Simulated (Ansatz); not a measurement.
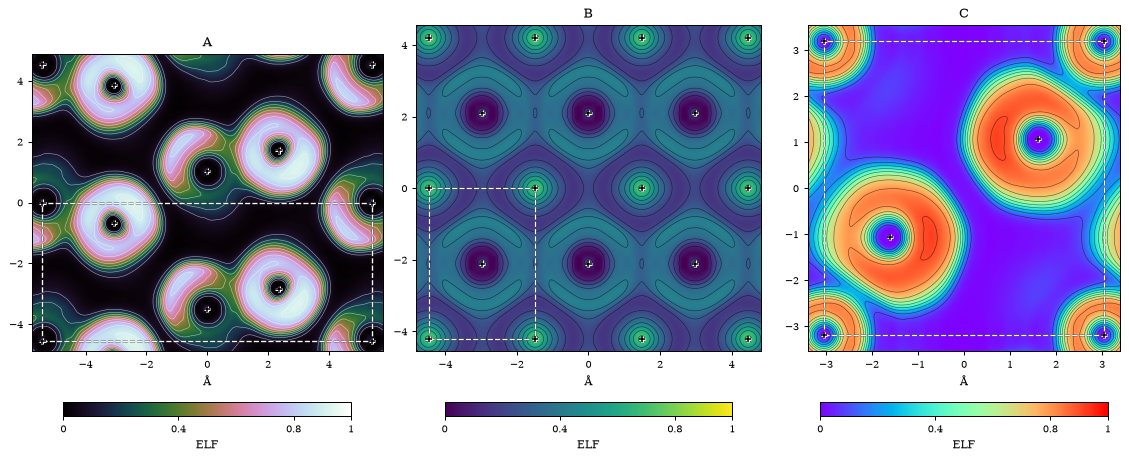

The ELF of 3 systems, each on a plane through atoms (crosses mark nuclei in the plane).

Level of theory: Ansatz, DFT r2SCAN, scalar-relativistic, plane waves, PAW.

System 1: NiGe, the (011) plane of the conventional cell. Space group Pm-3m; started from the CuAu (L1_0) prototype, which need not be the ambient phase; computed pressure about −6 GPa in this cell; computed without spin polarisation.

```cif
data_structure
_symmetry_space_group_name_H-M 'P 1'
_symmetry_Int_Tables_number 1
_cell_length_a 2.9769
_cell_length_b 2.9769
_cell_length_c 2.9762
_cell_angle_alpha 90.000
_cell_angle_beta 90.000
_cell_angle_gamma 90.000
_cell_volume 26.38
loop_
_atom_site_label
_atom_site_type_symbol
_atom_site_fract_x
_atom_site_fract_y
_atom_site_fract_z
_atom_site_occupancy
Ni1 Ni 0.00000 0.00000 0.00000 1
Ge1 Ge 0.50000 0.50000 0.50000 1
```

System 2: ZrS$_{2}$, the (110) plane of the conventional cell. Space group P-3m1; a structure from a database of computed crystals, not necessarily the ambient phase.

```xyz
3
Lattice="3.6910 0.0000 0.0000 -1.8455 3.1965 0.0000 0.0000 0.0000 6.0963" Properties=species:S:1:pos:R:3 pbc="T T T"
Zr    0.0000    0.0000    0.0000
S     1.8455    1.0655    4.6596
S     0.0000    2.1310    1.4367
```

System 3: GeS, the (010) plane of the conventional cell. Space group Pnma.

**Which map belongs to which system?**

Panel A is system 3, GeS: the plane holds Ge and S. Ge–S (2.44 Å): the ELF peaks at about 0.90 in the valence shell of S, 0.9 Å from its nucleus, and is about 0.70 at the midpoint. Panel B is system 1, NiGe: the plane holds Ni and Ge. Ni–Ge (2.58 Å): the ELF is about 0.40 at the midpoint. Panel C is system 2, ZrS$_{2}$: the plane holds Zr and S. Zr–S (2.57 Å): the ELF peaks at about 0.85 in the valence shell of S, 0.8 Å from its nucleus, and is about 0.40 at the midpoint.
